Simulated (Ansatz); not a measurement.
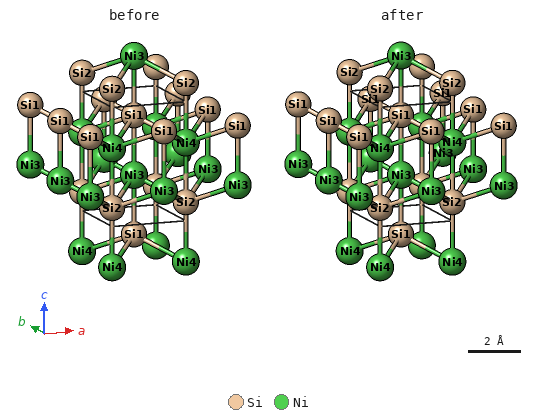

The structure of crystalline SiNi (set up in Pmmn) before (left) and after (right) a relaxation, at one scale.

The picture is a ball-and-stick view of the cell of the calculation, seen slightly off an axis.

Computed with Ansatz 0.2.0, DFT PBE, scalar-relativistic, plane waves, PAW. Settings: plane-wave cutoff 420 eV; k-point mesh 12 × 10 × 8; occupations gaussian; smearing width 0.15 eV; no spin polarisation.

What changed between the two?

Answer. No atom moves by more than 0.005 Å relative to the cell. The volume changes by −0.2 %, with a 3.055 → 2.993 Å (−2.1 %), b 3.258 → 3.313 Å (+1.7 %), c 4.709 → 4.718 Å (+0.2 %). Some distances before and after: Si1–Ni3 2.351 → 2.356 Å. The space group stays Pmmn (No. 59).
